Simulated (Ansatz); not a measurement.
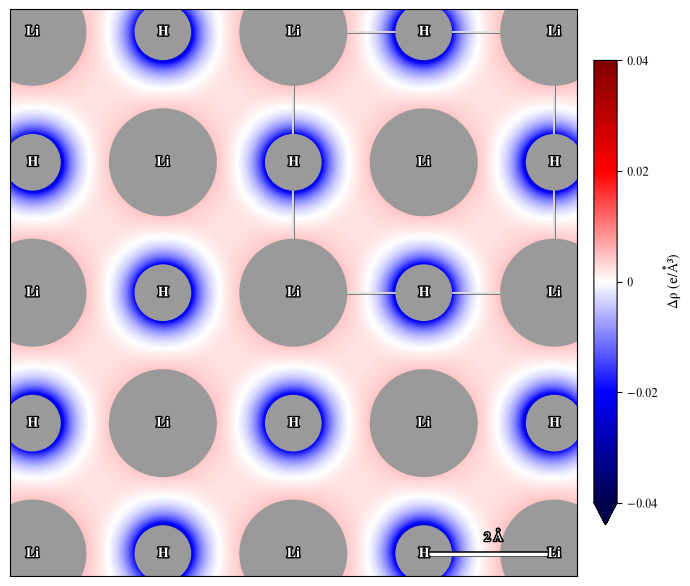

LiH: difference of two self-consistent densities at the same geometry, ρ(LDA) − ρ(PBE), on the (010) plane of the conventional cell. Grey discs cover the cores, where the PAW densities can't be compared. Cores are masked to 0.8 Å (Li) and 0.4 Å (H).

Space group Fm-3m.

Both runs: Ansatz, scalar-relativistic, plane waves and PAW, same cutoff, k-points and PAW files (made with PBE).

**How does the change of level move the electrons?**

Against PBE, and outside the masked cores, the largest gain lies at the edge of the masked core of Li, and the largest loss lies at the edge of the masked core of H.
- Bader charges are Li +0.86 and H −0.86 e with PBE and Li +0.84 and H −0.84 e with LDA.
- At this volume the pressure is −2 GPa with PBE and −4 GPa with LDA.
- The gap on the mesh is 3.02 eV with PBE and 2.66 eV with LDA.

Run times: 5.3 s (LDA) and 5.7 s (base cell), on 1 thread of Arm Neoverse V2, on a shared host.
